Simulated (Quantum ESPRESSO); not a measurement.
## A series of single points on GaN

System: GaN (P6₃mc, 4 atoms in the cell).
Method: Kohn-Sham DFT of a periodic cell, PBE, GBRV 1.5 PBE, no spin polarisation (Quantum ESPRESSO 7.5).

The 7 runs differ only in the geometry, by an even scaling of the cell at fixed fractional positions. The structure derives from an entry of the Crystallography Open Database.

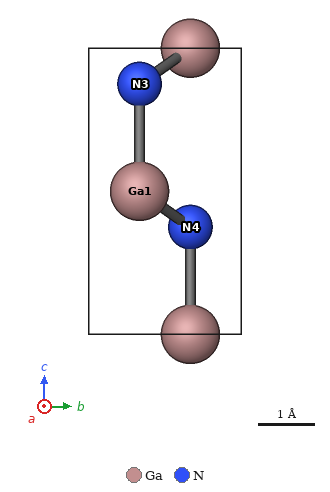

Figure 1. The structure of run 4 (ball-and-stick view of the cell of the calculation, along the a axis; atoms are numbered from 1 in the order of the input).

## Input of run 4
```
&CONTROL
  calculation = 'scf'
  prefix = 'pwscf'
  outdir = './tmp'
  pseudo_dir = './pseudo'
  tprnfor = .true.
  tstress = .true.
  disk_io = 'nowf'
/
&SYSTEM
  ibrav = 0
  nat = 4
  ntyp = 2
  ecutwfc = 45
  ecutrho = 360
  nbnd = 33
  occupations = 'smearing'
  smearing = 'fd'
  degauss = 0.00367493
/
&ELECTRONS
  conv_thr = 8d-10
  electron_maxstep = 120
  mixing_beta = 0.5
/
ATOMIC_SPECIES
Ga    69.7230 ga_pbe_v1.4.uspp.F.UPF
N     14.0070 n_pbe_v1.2.uspp.F.UPF
CELL_PARAMETERS angstrom
   3.1800000000    0.0000000000    0.0000000000
  -1.5900000000    2.7539607840    0.0000000000
   0.0000000000    0.0000000000    5.1660000000
ATOMIC_POSITIONS crystal
Ga     0.6666666667    0.3333333333    0.5000000000
Ga     0.3333333333    0.6666666667    0.0000000000
N      0.6666666667    0.3333333333    0.8750000000
N      0.3333333333    0.6666666667    0.3750000000
K_POINTS automatic
10 10 5 0 0 0
```

Command:
```bash
OMP_NUM_THREADS=1 pw.x -in pw.in > pw.out
```

Run 5 differs from it as follows:
```diff
-   3.1800000000    0.0000000000    0.0000000000
-  -1.5900000000    2.7539607840    0.0000000000
-   0.0000000000    0.0000000000    5.1660000000
+   3.2010602164    0.0000000000    0.0000000000
+  -1.6005301082    2.7721994664    0.0000000000
+   0.0000000000    0.0000000000    5.2002129176
```

## Results, with one run withheld

```csv
run,volume per atom (Å³),"free energy per atom, from the lowest run given (meV)",pressure (GPa),gap on the mesh (eV)
1,10.632,73.26,21.33,2.40
2,10.858,45.62,16.01,2.26
3,11.084,25.16,11.22,2.12
4,11.310,11.16,6.91,1.99
5,11.537,?,?,?
6,11.763,0.00,−0.48,1.73
7,11.989,1.73,−3.64,1.60
```

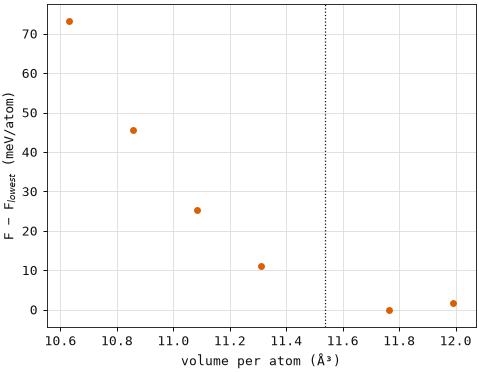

Figure 2. Free energy per atom of the runs given; the dotted line marks run 5.

Estimate the energy of run 5 from the others.

A cubic polynomial in V^(−2/3) (the Birch–Murnaghan form), fitted to the 6 runs given, misses them by at most 0.01 meV per atom. With x = V^(−2/3) − 0.19910 Å⁻², it reads F = 13.945 + 4648.4 x + 3.8946e+05 x² + 5.0549e+05 x³ (meV per atom). At run 5 it gives 2.95 meV per atom, and the run itself gives 2.92. The slope of the fit gives a pressure −dF/dV of 3.88 GPa there, and the run prints 3.02 GPa. The two needn't agree exactly: the fit is approximate, and the printed stress is taken on a finite basis. The fit has its minimum at 11.788 Å³ per atom, where V d²F/dV² gives 171 GPa. Cell shape and fractional positions are held, so this is the stiffness under even scaling; the relaxed bulk modulus wasn't computed. The gap on the mesh goes, without turning, from 2.40 eV in run 1 to 1.60 eV in run 7; run 5 has 1.86 eV. These are gaps of this functional on this mesh, which can miss the band edges; they aren't the measured gap.

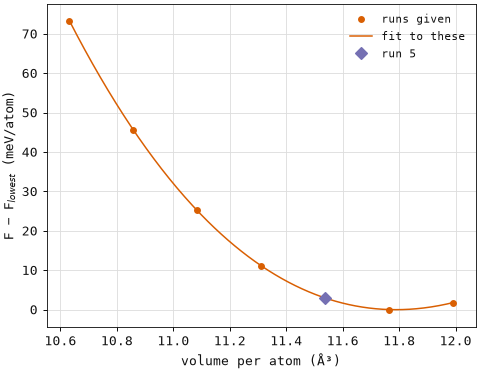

Figure 3. The fit and the withheld run.

## Some lines of the output (run 5)
```
[...]
     total energy              =    -866.01288976 Ry
     total energy              =    -870.68908088 Ry
     total energy              =    -871.09738818 Ry
     total energy              =    -871.08629211 Ry
     total energy              =    -871.09793392 Ry
     total energy              =    -871.09932142 Ry
     total energy              =    -871.09937329 Ry
     total energy              =    -871.09937440 Ry
     total energy              =    -871.09937464 Ry
     the Fermi energy is    11.6680 ev
!    total energy              =    -871.09937464 Ry
     The total energy is F=E-TS. E is the sum of the following terms:
     Computing stress (Cartesian axis) and pressure
          total   stress  (Ry/bohr**3)                   (kbar)     P=       30.25
```
